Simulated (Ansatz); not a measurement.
```
Li Nb O
1.0
     5.37310    0.00000    0.00000
    -2.68655    4.65324    0.00000
     0.00000    0.00000   14.02042
Li Nb O
6 6 18
Cartesian
  2.6866 1.5511 1.1683
  0.0000 3.1022 5.8419
  0.0000 0.0000 10.5153
  0.0000 0.0000 3.5051
  2.6866 1.5511 8.1785
  0.0000 3.1022 12.8521
  0.0000 3.1022 2.3368
  0.0000 0.0000 7.0102
  2.6866 1.5511 11.6836
  0.0000 0.0000 0.0000
  2.6866 1.5511 4.6734
  0.0000 3.1022 9.3470
  2.1424 0.0000 3.5051
  -0.5441 1.5511 8.1785
  2.1424 3.1022 12.8521
  -1.0712 1.8554 3.5051
  1.6153 3.4065 8.1785
  1.6153 0.3043 12.8521
  1.6153 2.7979 3.5051
  -1.0712 4.3489 8.1785
  4.3019 1.2467 12.8521
  1.0712 4.3489 1.1683
  1.0712 1.2467 5.8419
  -1.6153 2.7979 10.5153
  0.5441 1.5511 1.1683
  3.2307 3.1022 5.8419
  3.2307 0.0000 10.5153
  -1.6153 3.4065 1.1683
  3.7578 0.3043 5.8419
  1.0712 1.8554 10.5153
```

Space group R-3c; changed on purpose from its base cell (volume × 1.10, shape and atoms relaxed); computed pressure about −12 GPa in this cell.

Theory: DFT r2SCAN, scalar-relativistic, plane waves, PAW (Ansatz 0.2.0).

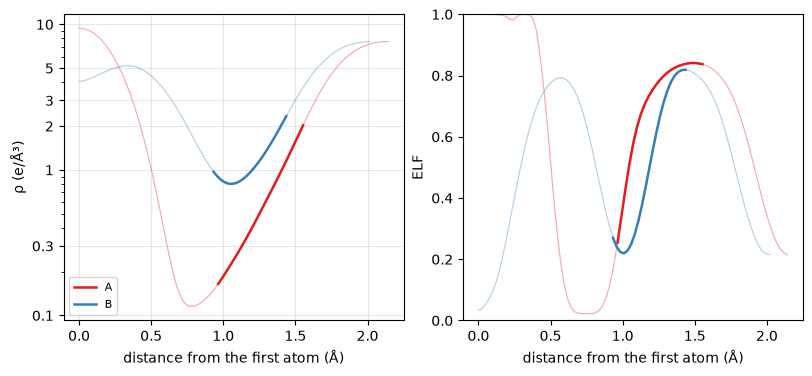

LiNbO3. Valence pseudo-density and electron localisation function along straight lines between neighbouring atoms. Thin, pale parts lie inside the atomic spheres.

The density is the valence pseudo-density of a PAW calculation; it isn't the true density close to the nuclei.

Which curve belongs to which contact (Li–O and Nb–O)? The first atom named is at distance zero.

Curve A: Li–O (2.14 Å): ρ at the midpoint is about 0.24 e/Å³; the ELF peaks at about 0.85 in the valence shell of O, 0.6 Å from its nucleus, and falls to about 0 next to Li: an ionic contact with no shared pair. Curve B: Nb–O (2.02 Å): ρ is about 0.82 e/Å³ halfway; the ELF peaks at about 0.80 in the valence shell of O, 0.6 Å from its nucleus, and drops to about 0.20 between the two atoms: no shared electron pair shows on this line.
